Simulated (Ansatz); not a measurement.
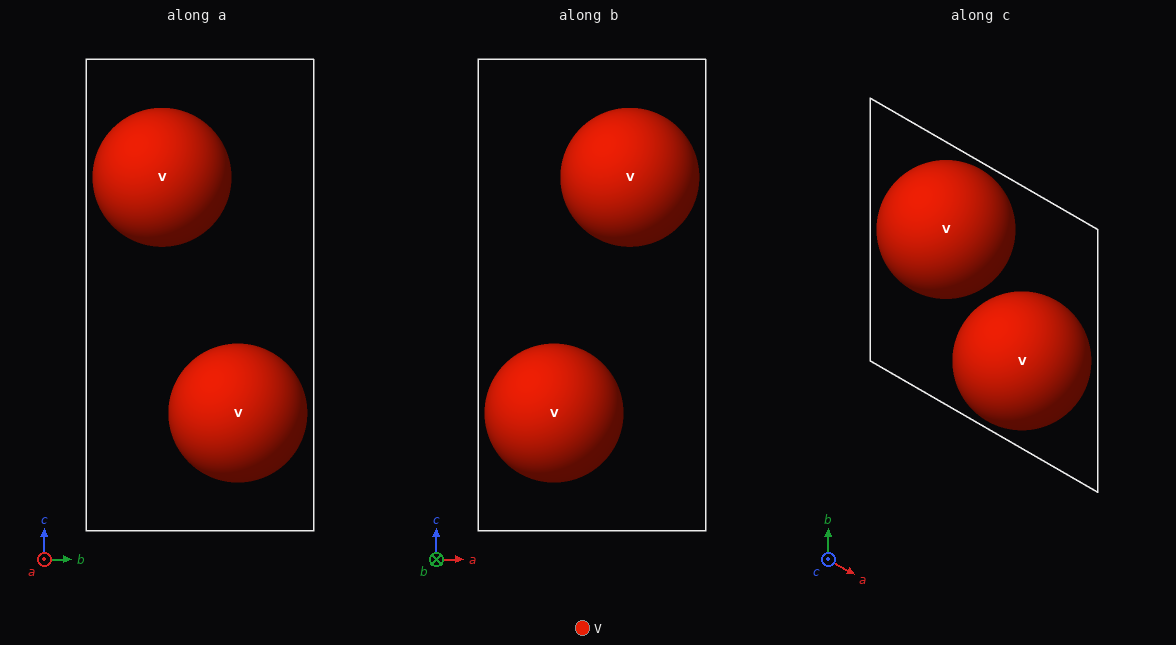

The figure gives a spheres-only picture of the atoms, viewed along the a axis, along the b axis and along the c axis. Lines trace the edges of the conventional unit cell.

Lattice parameters: a = 2.5984 Å, b = 2.5984 Å, c = 4.6630 Å, α = 90.000°, β = 90.000°, γ = 120.000°.

Question: Give the structure in the form of a CIF in P1 with every atom of the cell.

Answer:
```cif
data_structure
_symmetry_space_group_name_H-M 'P 1'
_symmetry_Int_Tables_number 1
_cell_length_a 2.5984
_cell_length_b 2.5984
_cell_length_c 4.6630
_cell_angle_alpha 90.000
_cell_angle_beta 90.000
_cell_angle_gamma 120.000
_cell_volume 27.26
loop_
_atom_site_label
_atom_site_type_symbol
_atom_site_fract_x
_atom_site_fract_y
_atom_site_fract_z
_atom_site_occupancy
V1 V 0.3333 0.6667 0.2500 1
V2 V 0.6667 0.3333 0.7500 1
```

Origin of the cell: a structure type filled with this element by a generator (whether the element takes this form wasn't checked). Earlier steps of the study may have refined or changed the cell and positions. Ansatz was used for an electronic-structure calculation on it.
